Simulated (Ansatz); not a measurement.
Co

```
Co
1.0
     4.39753    0.00000    0.00000
     0.00000    4.39753    0.00000
     0.00000    0.00000    4.39753
Co
8
Direct
  0.00000 0.00000 0.00000
  0.50000 0.50000 0.50000
  0.25000 0.00000 0.50000
  0.75000 0.00000 0.50000
  0.50000 0.25000 0.00000
  0.50000 0.75000 0.00000
  0.00000 0.50000 0.25000
  0.00000 0.50000 0.75000
```

Space group Pm-3n; set up as Co, A15; a generated structure, not necessarily the stable one; spin-polarised.

The calculation used Ansatz, DFT, PBEsol, plane waves (420 eV) with PAW, scalar-relativistic.

Q: What can the converged valence pseudo-density, electron localisation function and spin density tell about the bonding?

A: Co–Co (2.20 Å): the density is about 0.51 e/Å³ at the midpoint; the ELF is about 0.20 at the midpoint: no shared electron pair shows on this line.
Co–Co (2.46 Å): the density is about 0.36 e/Å³ at the midpoint; the ELF is about 0.25 at the midpoint (no localised pair shows between them).
The spin density sits on Co: +1.7 μB (×8) in one cell of 8 atoms: parallel main moments (a ferromagnetic arrangement) in this solution. The cell of the calculation (8 atoms) carries 13.4 μB of net spin moment.

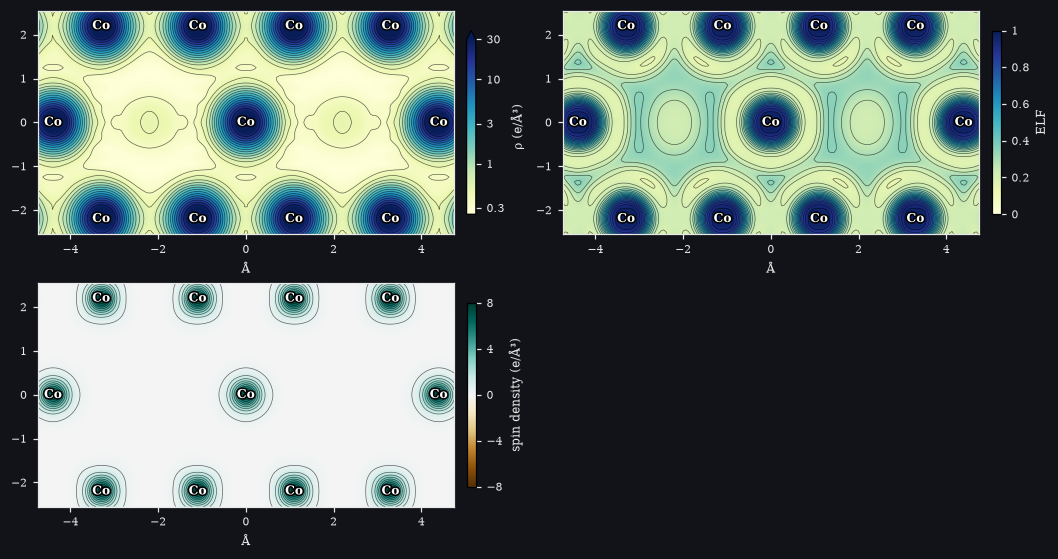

Computed valence pseudo-density, electron localisation function and spin density on the (010) plane of the conventional cell, in this order. 
